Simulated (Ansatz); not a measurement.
**Al$_{3}$N$_{2}$: density, localisation and related maps**

The calculation's input:

```
crystal:
  lattice:
    - [1.4562802199, 0.840783777, 6.823150536]
    - [-1.4562802199, 0.840783777, 6.823150536]
    - [0.0, -1.6815675539, 6.823150536]
  atoms:
    - { symbol: Al, position: [0.0, 0.0, 0.0] }
    - { symbol: Al, position: [0.2179225868, 0.2179225868, 0.2179225868] }
    - { symbol: Al, position: [0.7820774132, 0.7820774132, 0.7820774132] }
    - { symbol: "N", position: [0.3904631386, 0.3904631386, 0.3904631386] }
    - { symbol: "N", position: [0.6095368614, 0.6095368614, 0.6095368614] }
basis:
  ecutwfc: 420
kpoints:
  mp_grid: { grid: [12, 12, 12] }
hamiltonian:
  xc: pbe
scf:
  occupations: { method: gaussian, width: 0.1 }
output:
  forces: true
  stress: true
  eigenvalues: true
  write_density: true
  write_potential: true
  elf: true
  volumetric_format: npy
relax:
  adjacent_minimum: "off"
  f_tol: 0.01
  max_steps: 80
  cell: { stress_tol: 0.05 }
```

Launched as:

```sh
ansatz run input.yaml --threads 1 --pin off --max-ram 2560MiB --backend cpu --events-out ev --progress --plain --runs-dir out
```

Below, planes, directions and counts refer to the conventional cell (a = 2.91 Å, b = 2.91 Å, c = 20.48 Å, α = 90.00°, β = 90.00°, γ = 120.00°).

The fields are those of the relaxed geometry.

Space group R-3m; started from the tetradymite_166 prototype, which need not be the ambient phase; computed without spin polarisation.

These are results of DFT PBE, scalar-relativistic, plane waves, PAW (Ansatz 0.2.0), not measurements.

Core electrons are frozen (PAW), and the valence fields are smoothed inside the atomic spheres.

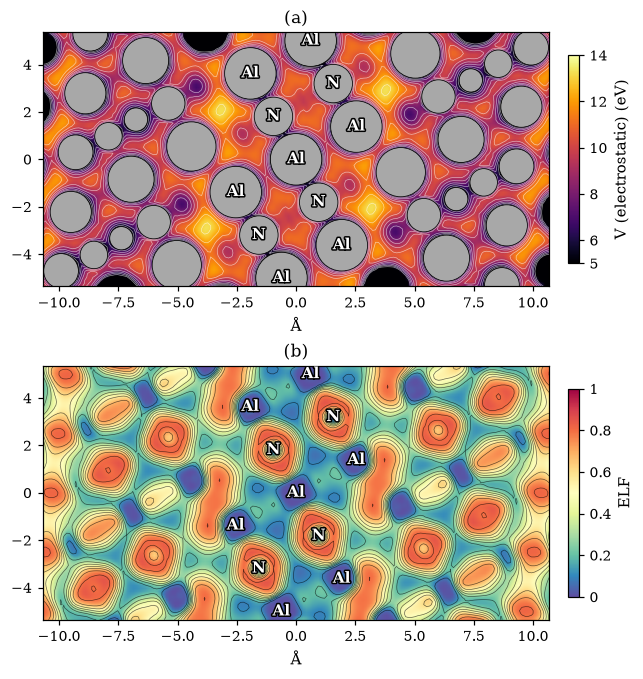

Figure 1. (a) electrostatic potential energy of an electron; (b) electron localisation function on the (111) plane of the conventional cell. Grey discs cover the atomic cores in the potential map.

Question: Interpret the plot.

Answer:
- Atoms in the plane: Al and N.
- Atoms just off the plane (Al, 0.3 Å away and N, 0.4 Å away) can leave unmarked features too.
- Al–N (2.05 Å): the ELF peaks at about 0.85 in the valence shell of N, 0.7 Å from its nucleus, and is about 0.80 at the midpoint.
- Outside the cores the potential energy rises away from the atoms and is highest about 1.8 Å from the nearest atoms; its zero is arbitrary.

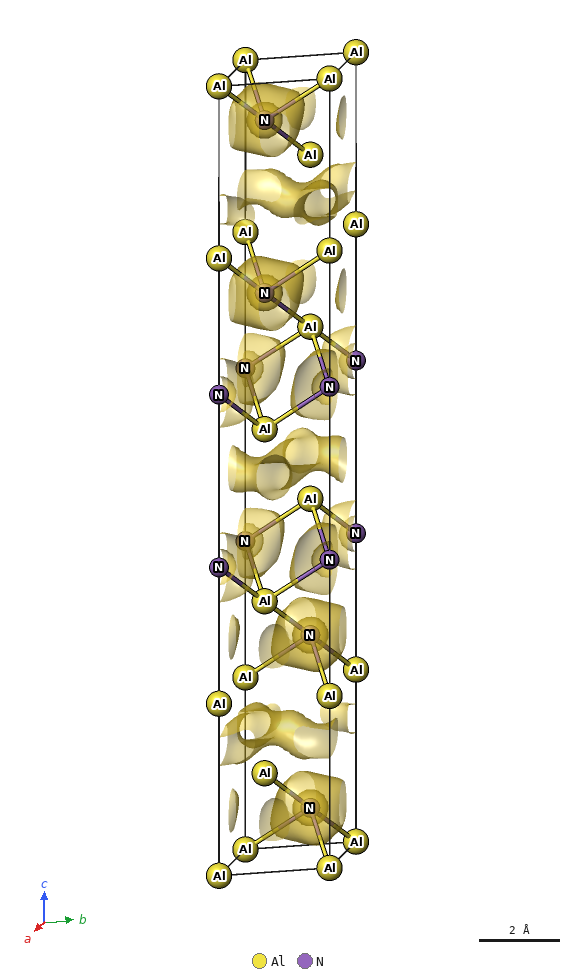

Figure 2. Isosurface of the ELF at 0.7 (yellow), seen slightly off an axis. Only the valence region is drawn (cores and ρ < 0.01 e/Å³ removed). Sticks mark near contacts.

Question: Identify the bonds, lone pairs and shells in this picture.

Answer: The ELF exceeds this value in six regions on N in which the atom's valence shell and bonds are merged and sheets that run through the cell in two directions, counted in one cell of 15 atoms. Any copies at cell faces, edges or corners count once.

Question: Does the calculation give a band gap?

Answer: It is gapless in this calculation (a metal or semimetal).
